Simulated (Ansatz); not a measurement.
# WSe$_{2}$: geometry relaxation (part 2 of 2)

The same run, continued: WSe$_{2}$ (6 atoms in the cell); DFT PBE+D3(BJ), scalar-relativistic, plane waves, PAW, no spin polarisation (Ansatz 0.2.0); cutoff 420 eV, 9×9×2 k-mesh, Gaussian smearing of 0.02 eV. The structure was made by swapping elements on the sites of another compound; it need not be a known phase. It belongs to a series of runs on one base structure; here: S -> Se on all its sites, cell and atoms relaxed.

Geometry of the input (Å; fractional positions):
```
3.3224  0.0000  0.0000
-1.6612  2.8773  0.0000
0.0000  0.0000  12.7831
W  0.3333  0.6667  0.7500
W  0.6667  0.3333  0.2500
Se 0.3333  0.6667  0.1202
Se 0.6667  0.3333  0.6202
Se 0.3333  0.6667  0.3798
Se 0.6667  0.3333  0.8798
```

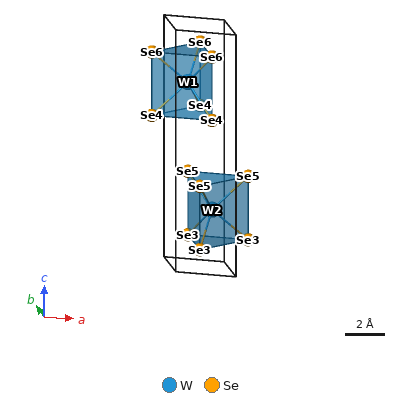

*The geometry at step 3 of the log (polyhedral view of the cell of the calculation, seen slightly off an axis; polyhedra are completed across the faces of the cell; atoms are numbered from 1 in the order of the input).*

What the program printed, continued:
```
SCF iter   1: F=—  HF=-42652.011729 eV  |F-HF|=—  |Δ(HF+E_count)|=         —  Δρ=1.97e-4  dr2=3.31e-5  ethr=4.07e-8  ⟨swp⟩=3.0  Hψ=5956  notcnv=0
preconditioner: auto → Resta (q_TF=auto, 2.614 Å⁻¹)  ε∞=6.1  [insulator: Δε(μ)=0.998 eV  Ē_g=9.013 eV  σ=0.020 eV  W_gap=1.00  n_scr=40 (ndim 8)  ℏωp=20.4 eV  f_vac=0.028  D(μ)=0.00/eV (n_scr^D=0)  ε∞_Penn≈6.1]
SCF iter   2: F=—  HF=-42652.011750 eV  |F-HF|=—  |Δ(HF+E_count)|=   2.08e-5  Δρ=1.02e-4  dr2=8.65e-6  ethr=3.60e-8  ⟨swp⟩=1.6  Hψ=1563  notcnv=0
SCF iter   3: F=—  HF=-42652.011742 eV  |F-HF|=—  |Δ(HF+E_count)|=   8.52e-6  Δρ=3.16e-5  dr2=1.92e-6  ethr=9.41e-9  ⟨swp⟩=3.0  Hψ=2394  notcnv=0
SCF iter   4: F=—  HF=-42652.011736 eV  |F-HF|=—  |Δ(HF+E_count)|=   5.70e-6  Δρ=1.14e-5  dr2=1.68e-7  ethr=2.09e-9  ⟨swp⟩=2.2  Hψ=1590  notcnv=0
SCF iter   5: F=—  HF=-42652.011736 eV  |F-HF|=—  |Δ(HF+E_count)|=   4.04e-8  Δρ=2.78e-6  dr2=1.69e-8  ethr=1.83e-10  ⟨swp⟩=2.0  Hψ=2380  notcnv=0
SCF iter   6: F=-42652.011736 eV  HF=-42652.011736 eV  |F-HF|=2.92e-9  |Δ(HF+E_count)|=   1.40e-9  Δρ=1.49e-6  dr2=5.48e-9  ethr=7.20e-12  ⟨swp⟩=7.5  Hψ=7487  notcnv=0
SCF 5 converged in 6 iterations: F = -42652.011736 eV  dr2 = 5.48e-9
relax step   5: F+E_penalty+E_count = -42652.01173593 eV  Δ(F+E_penalty+E_count) = -2.352e-5 eV  max|allowed force component| = 1.137e-2 eV/Å  Δτ_max = 0.0028 Å  P = +0.078 GPa  Ω = 119.030 Å³  energy of the carried Pulay correction = +5.763e-4 eV  (6 SCF iters, dr2 threshold 6.63e-9 eV, accepted)
Crystal: 6 atoms, lattice volume = 119.064 Å³
iter 1 solved again at ethr=8.68e-9 eV; its pass at ethr=3.10e-3 eV (dr2=7.99e-6 eV) is discarded
SCF iter   1: F=—  HF=-42652.011726 eV  |F-HF|=—  |Δ(HF+E_count)|=         —  Δρ=4.62e-5  dr2=7.73e-6  ethr=8.68e-9  ⟨swp⟩=2.0  Hψ=5193  notcnv=0
preconditioner: auto → Resta (q_TF=auto, 2.614 Å⁻¹)  ε∞=6.1  [insulator: Δε(μ)=0.997 eV  Ē_g=9.011 eV  σ=0.020 eV  W_gap=1.00  n_scr=40 (ndim 8)  ℏωp=20.4 eV  f_vac=0.028  D(μ)=0.00/eV (n_scr^D=0)  ε∞_Penn≈6.1]
SCF iter   2: F=—  HF=-42652.011747 eV  |F-HF|=—  |Δ(HF+E_count)|=   2.09e-5  Δρ=1.75e-5  dr2=3.50e-7  ethr=8.40e-9  ⟨swp⟩=2.0  Hψ=1503  notcnv=0
SCF iter   3: F=—  HF=-42652.011747 eV  |F-HF|=—  |Δ(HF+E_count)|=   6.03e-8  Δρ=9.40e-6  dr2=1.37e-7  ethr=3.08e-11  ⟨swp⟩=8.8  Hψ=8183  notcnv=0
SCF iter   4: F=-42652.011747 eV  HF=-42652.011747 eV  |F-HF|=7.73e-9  |Δ(HF+E_count)|=   1.44e-8  Δρ=2.92e-6  dr2=1.46e-8  ethr=3.08e-11  ⟨swp⟩=6.3  Hψ=8256  notcnv=0
SCF 6 converged in 4 iterations: F = -42652.011747 eV  dr2 = 1.46e-8
relax step   6: F+E_penalty+E_count = -42652.01174659 eV  Δ(F+E_penalty+E_count) = -1.065e-5 eV  max|allowed force component| = 1.050e-3 eV/Å  Δτ_max = 0.0003 Å  P = +0.009 GPa  Ω = 119.064 Å³  energy of the carried Pulay correction = +5.699e-4 eV  (4 SCF iters, dr2 threshold 2.83e-8 eV, accepted)
Initial wavefunctions: pseudopotential atomic-orbital guess (no wavefunctions were taken with the density)
iter 1 solved again at ethr=4.24e-8 eV; its pass at ethr=3.10e-3 eV (dr2=3.90e-5 eV) is discarded
SCF iter   1: F=—  HF=-42652.011161 eV  |F-HF|=—  |Δ(HF+E_count)|=         —  Δρ=4.27e-5  dr2=3.34e-7  ethr=4.24e-8  ⟨swp⟩=3.8  Hψ=8426  notcnv=0
preconditioner: auto → Resta (q_TF=auto, 2.614 Å⁻¹)  ε∞=6.1  [insulator: Δε(μ)=0.997 eV  Ē_g=9.010 eV  σ=0.020 eV  W_gap=1.00  n_scr=40 (ndim 8)  ℏωp=20.4 eV  f_vac=0.029  D(μ)=0.00/eV (n_scr^D=0)  ε∞_Penn≈6.1]
SCF iter   2: F=—  HF=-42652.011185 eV  |F-HF|=—  |Δ(HF+E_count)|=   2.33e-5  Δρ=2.27e-5  dr2=1.02e-7  ethr=3.63e-10  ⟨swp⟩=2.0  Hψ=2400  notcnv=0
SCF iter   3: F=—  HF=-42652.011185 eV  |F-HF|=—  |Δ(HF+E_count)|=   5.46e-8  Δρ=4.20e-6  dr2=1.03e-8  ethr=1.11e-10  ⟨swp⟩=2.0  Hψ=2435  notcnv=0
SCF iter   4: F=—  HF=-42652.011185 eV  |F-HF|=—  |Δ(HF+E_count)|=  5.82e-11  Δρ=1.01e-6  dr2=1.26e-9  ethr=1.12e-11  ⟨swp⟩=2.2  Hψ=2386  notcnv=0
SCF iter   5: F=-42652.011185 eV  HF=-42652.011185 eV  |F-HF|=5.82e-11  |Δ(HF+E_count)|=  2.91e-11  Δρ=3.77e-7  dr2=1.76e-10  ethr=1.00e-12  ⟨swp⟩=6.8  Hψ=6336  notcnv=0
SCF 7 converged in 5 iterations: F = -42652.011185 eV  dr2 = 1.76e-10
relax step   7: F+E_penalty+E_count = -42652.01118462 eV  Δ(F+E_penalty+E_count) = +5.620e-4 eV  max|allowed force component| = 1.119e-3 eV/Å  Δτ_max = 0.0000 Å  P = +0.010 GPa  Ω = 119.064 Å³  stress off target by 1.66e-2 GPa  SCF on the basis re-selected at this cell (its energy is not comparable with the rows above)  (5 SCF iters)
basis re-selected at this cell: Δ(F+E_penalty+E_count) = +5.620e-4 eV, ΔP = +0.001 GPa vs the last step (what re-selecting the basis moved, of the pressure what is left beyond the Pulay correction that the steps carried, after the strain that the cell walked since its last selection, with what the two solves' SCF thresholds leave and, on support functions, any second-order correction that the steps lacked; it is no measure of the basis error at this ecutwfc). This SCF's stress stands 1.66e-2 GPa from its target on what of the cell is left free (relax.cell.stress_tol is 1.00e-1 GPa) and its largest allowed force component is 1.12e-3 eV/Å (relax.f_tol is 1.00e-2 eV/Å): within both
SCF converged after 5 iterations
Free energy (F): -42652.011185 eV
Harris-Foulkes:  -42652.011185 eV  (|F-HF|=5.82e-11)
Internal energy: -42652.011185 eV  (E = F + TS)
E sigma→0 (E₀):  -42652.011185 eV
Fermi energy:    13.850068 eV
--- Per-component energies (eV) ---
  E_band       = -1648.808972
  E_kinetic    = 1379.925980
  E_local      = -11076.790831  (includes V_loc(G=0)·N_el)
  E_nonlocal   = -2379.683781
  E_hartree    = 5338.934611
  E_xc         = -953.517480
  E_vxc        = -874.215980  (∫ρ·V_xc dr)
  E_paw        = -24771.118411  (= ΣΔE_a)
  E_vpaw       = 624.087814  (= ΣTr[D̂ρ^β])
  E_aug_tail   = -0.002511  (compensation charges beyond the density's cutoff)
  E_ewald      = -10186.904721
  E_disp       = -2.854040  (pairwise vdW)
  E_smearing   = -0.000000  (= −TS)
  E_closure    = -0.000000  (closes the sum)
  Σ components = -42652.011185   (vs F -42652.011185, Δ=0.00e0)
--- Forces (eV/Å), atoms counted from 1 ---
  atom   1  W     -0.00000000    -0.00000000     0.00000000
  atom   2  W      0.00000000     0.00000000    -0.00000000
  atom   3  Se     0.00000000    -0.00000000    -0.00111873
  atom   4  Se    -0.00000000     0.00000000    -0.00111873
  atom   5  Se    -0.00000000    -0.00000000     0.00111873
  atom   6  Se     0.00000000     0.00000000     0.00111873
  max |Σ_I F_I| component: 4.63e-18 eV/Å
--- Stress (GPa, compression-positive) ---
        0.005997      -0.000000      -0.000000
       -0.000000       0.005997      -0.000000
       -0.000000      -0.000000       0.016592
  P = ⅓ Tr σ = 0.0095 GPa (0.095 kbar)
--- Band table (eV; the first three rows and the last of 24) ---
  k-point 0: bands = ["-60.9081", "-60.9081", "-34.5209", "-34.5209", "-34.5209", "-34.5209", "-34.5204", "-34.5204", "-34.5203", "-34.5203", "-34.4939", "-34.4939", "-34.4935", "-34.4935", "-34.4928", "-34.4928", "-34.4924", "-34.4924", "-34.4828", "-34.4824", "-34.4808", "-34.4805", "-25.2014", "-25.2014", "-25.0591", "-25.0591", "-25.0591", "-25.0591", "-2.0013", "-1.6830", "-0.8714", "-0.3498", "6.0856", "7.3591", "9.5576", "10.7166", "10.7166", "10.7390", "10.7390", "11.8261", "11.8261", "11.8970", "11.8970", "12.1558", "12.3923", "13.3521", "15.9842", "15.9842", "16.0323", "16.0323", "16.0494", "16.0494", "16.2928", "16.2928", "17.9160", "18.5962"]
  k-point 1: bands = ["-60.9081", "-60.9081", "-34.5209", "-34.5209", "-34.5209", "-34.5209", "-34.5203", "-34.5203", "-34.5203", "-34.5203", "-34.4937", "-34.4937", "-34.4937", "-34.4937", "-34.4925", "-34.4925", "-34.4925", "-34.4925", "-34.4826", "-34.4826", "-34.4806", "-34.4806", "-25.2014", "-25.2014", "-25.0591", "-25.0591", "-25.0591", "-25.0591", "-1.8717", "-1.8717", "-0.5847", "-0.5847", "6.6039", "6.6039", "10.6907", "10.6907", "10.7275", "10.7275", "10.7275", "10.7275", "11.8616", "11.8616", "11.8616", "11.8616", "13.1476", "13.1476", "15.9835", "15.9835", "15.9835", "15.9835", "16.1952", "16.1952", "16.1952", "16.1952", "18.2887", "18.2887"]
  k-point 2: bands = ["-60.9068", "-60.9068", "-34.5209", "-34.5208", "-34.5205", "-34.5204", "-34.5204", "-34.5203", "-34.5199", "-34.5198", "-34.4940", "-34.4940", "-34.4936", "-34.4935", "-34.4931", "-34.4929", "-34.4927", "-34.4924", "-34.4826", "-34.4822", "-34.4805", "-34.4802", "-25.1955", "-25.1955", "-25.0878", "-25.0878", "-25.0657", "-25.0657", "-1.8135", "-1.4972", "-0.7637", "-0.2645", "6.3272", "7.5968", "9.3989", "10.1578", "10.2066", "10.8882", "10.9267", "11.0965", "11.5132", "11.5979", "11.7466", "12.2022", "12.5267", "13.0240", "15.4825", "15.6838", "15.7779", "15.7980", "15.8214", "16.0889", "16.2410", "16.3979", "18.8691", "19.4383"]
  k-point 23: bands = ["-60.8959", "-60.8959", "-34.5191", "-34.5191", "-34.5178", "-34.5178", "-34.5177", "-34.5177", "-34.5176", "-34.5176", "-34.4957", "-34.4957", "-34.4948", "-34.4948", "-34.4938", "-34.4938", "-34.4937", "-34.4937", "-34.4803", "-34.4803", "-34.4780", "-34.4780", "-25.2400", "-25.2400", "-25.2134", "-25.2134", "-25.1447", "-25.1447", "0.5029", "0.5029", "0.5840", "0.5840", "7.5578", "7.5578", "7.6594", "7.6594", "8.6120", "8.6120", "8.9112", "8.9112", "9.9467", "9.9467", "10.5539", "10.5539", "12.9898", "12.9898", "14.7278", "14.7278", "15.7021", "15.7021", "16.5282", "16.5282", "17.6859", "17.6859", "19.5872", "19.5872"]
--- Relaxed structure (6 steps of the walk, 5 accepted, 1 SCFs on fresh bases) ---
  F+E_penalty+E_count = -42652.01118462 eV   max|allowed force component| = 1.119e-3 eV/Å   (the final SCF, on the basis selected at the relaxed cell)
  cell:  # Å, volume = 119.0643 Å³
    - [3.278997027631717, 0.0, 0.0]
    - [-1.6394985138158584, 2.839694724862732, 0.0]
    - [0.0, 0.0, 12.787008458110344]
  atoms:
    - { symbol: W, position: [0.3333333333333333, 0.6666666666666666, 0.75] }
    - { symbol: W, position: [0.6666666666666666, 0.3333333333333333, 0.25000000000000006] }
    - { symbol: Se, position: [0.3333333333333333, 0.6666666666666666, 0.1182860781563012] }
    - { symbol: Se, position: [0.6666666666666666, 0.3333333333333333, 0.6182860781563013] }
    - { symbol: Se, position: [0.3333333333333333, 0.6666666666666666, 0.3817139218436988] }
    - { symbol: Se, position: [0.6666666666666666, 0.3333333333333333, 0.8817139218436991] }
```

Trajectory as extended XYZ (Å, eV, eV/Å), 7 frames, from step=1 to step=7:
```
6
Lattice="3.3224 0.0000 0.0000 -1.6612 2.8773 0.0000 0.0000 0.0000 12.7831" Properties=species:S:1:pos:R:3:forces:R:3 step=1 energy=-42651.97719 pressure_GPa=-1.21
W     0.0000    1.9182    9.5873    0.0000   0.0000   0.0000
W     1.6612    0.9591    3.1958    0.0000   0.0000   0.0000
Se    0.0000    1.9182    1.5371    0.0000   0.0000  -0.1895
Se    1.6612    0.9591    7.9287    0.0000   0.0000  -0.1895
Se    0.0000    1.9182    4.8544    0.0000   0.0000   0.1895
Se    1.6612    0.9591   11.2459    0.0000   0.0000   0.1895
6
Lattice="3.1586 0.0000 0.0000 -1.5793 2.7354 0.0000 0.0000 0.0000 12.6474" Properties=species:S:1:pos:R:3:forces:R:3 step=2 energy=-42651.66866 pressure_GPa=3.96 accepted=F
W     0.0000    1.8236    9.4855    0.0000   0.0000   0.0000
W     1.5793    0.9118    3.1618    0.0000   0.0000   0.0000
Se    0.0000    1.8236    1.3937    0.0000   0.0000   0.8030
Se    1.5793    0.9118    7.7173    0.0000   0.0000   0.8030
Se    0.0000    1.8236    4.9300    0.0000   0.0000  -0.8030
Se    1.5793    0.9118   11.2537    0.0000   0.0000  -0.8030
6
Lattice="3.2824 0.0000 0.0000 -1.6412 2.8426 0.0000 0.0000 0.0000 12.8314" Properties=species:S:1:pos:R:3:forces:R:3 step=3 energy=-42652.01106 pressure_GPa=-0.18
W     0.0000    1.8951    9.6235    0.0000   0.0000   0.0000
W     1.6412    0.9475    3.2078    0.0000   0.0000   0.0000
Se    0.0000    1.8951    1.5252    0.0000   0.0000  -0.0196
Se    1.6412    0.9475    7.9409    0.0000   0.0000  -0.0196
Se    0.0000    1.8951    4.8905    0.0000   0.0000   0.0196
Se    1.6412    0.9475   11.3062    0.0000   0.0000   0.0196
6
Lattice="3.2792 0.0000 0.0000 -1.6396 2.8399 0.0000 0.0000 0.0000 12.7703" Properties=species:S:1:pos:R:3:forces:R:3 step=4 energy=-42652.01171 pressure_GPa=-0.02
W     0.0000    1.8933    9.5777    0.0000   0.0000   0.0000
W     1.6396    0.9466    3.1926    0.0000   0.0000   0.0000
Se    0.0000    1.8933    1.5081    0.0000   0.0000   0.0103
Se    1.6396    0.9466    7.8932    0.0000   0.0000   0.0103
Se    0.0000    1.8933    4.8771    0.0000   0.0000  -0.0103
Se    1.6396    0.9466   11.2623    0.0000   0.0000  -0.0103
6
Lattice="3.2787 0.0000 0.0000 -1.6393 2.8394 0.0000 0.0000 0.0000 12.7858" Properties=species:S:1:pos:R:3:forces:R:3 step=5 energy=-42652.01174 pressure_GPa=0.08
W     0.0000    1.8929    9.5894    0.0000   0.0000   0.0000
W     1.6393    0.9465    3.1965    0.0000   0.0000   0.0000
Se    0.0000    1.8929    1.5127    0.0000   0.0000  -0.0114
Se    1.6393    0.9465    7.9056    0.0000   0.0000  -0.0114
Se    0.0000    1.8929    4.8802    0.0000   0.0000   0.0114
Se    1.6393    0.9465   11.2731    0.0000   0.0000   0.0114
6
Lattice="3.2790 0.0000 0.0000 -1.6395 2.8397 0.0000 0.0000 0.0000 12.7870" Properties=species:S:1:pos:R:3:forces:R:3 step=6 energy=-42652.01175 pressure_GPa=0.01
W     0.0000    1.8931    9.5903    0.0000   0.0000   0.0000
W     1.6395    0.9466    3.1968    0.0000   0.0000   0.0000
Se    0.0000    1.8931    1.5125    0.0000   0.0000  -0.0010
Se    1.6395    0.9466    7.9060    0.0000   0.0000  -0.0010
Se    0.0000    1.8931    4.8810    0.0000   0.0000   0.0010
Se    1.6395    0.9466   11.2745    0.0000   0.0000   0.0010
6
Lattice="3.2790 0.0000 0.0000 -1.6395 2.8397 0.0000 0.0000 0.0000 12.7870" Properties=species:S:1:pos:R:3:forces:R:3 step=7 energy=-42652.01119 pressure_GPa=0.01
W     0.0000    1.8931    9.5903    0.0000   0.0000   0.0000
W     1.6395    0.9466    3.1968    0.0000   0.0000   0.0000
Se    0.0000    1.8931    1.5125    0.0000   0.0000  -0.0011
Se    1.6395    0.9466    7.9060    0.0000   0.0000  -0.0011
Se    0.0000    1.8931    4.8810    0.0000   0.0000   0.0011
Se    1.6395    0.9466   11.2745    0.0000   0.0000   0.0011
```

Key numbers:

| quantity | value |
| --- | --- |
| outcome | converged |
| space group (tolerance 0.01 Å) | P6₃/mmc (194) |
| electrons treated | 92 |
| free energy | −42652.0112 eV |
| Fermi energy | 13.850 eV |
| gap on the k-point mesh | 1.00 eV |
| pressure | 0.01 GPa |
| final volume | 119.06 Å³ |
| largest force (length of the vector) at the end | 0.001 eV/Å |
| final cell | a = 3.279 Å, b = 3.279 Å, c = 12.787 Å, α = 90.00°, β = 90.00°, γ = 120.00° |
| hardware | 1 thread of Arm Neoverse V2, 24 GiB of memory available, shared host |
| wall time | 62 s |
| peak memory | 0.47 GiB |

Spin–orbit coupling is left out, which matters for W.
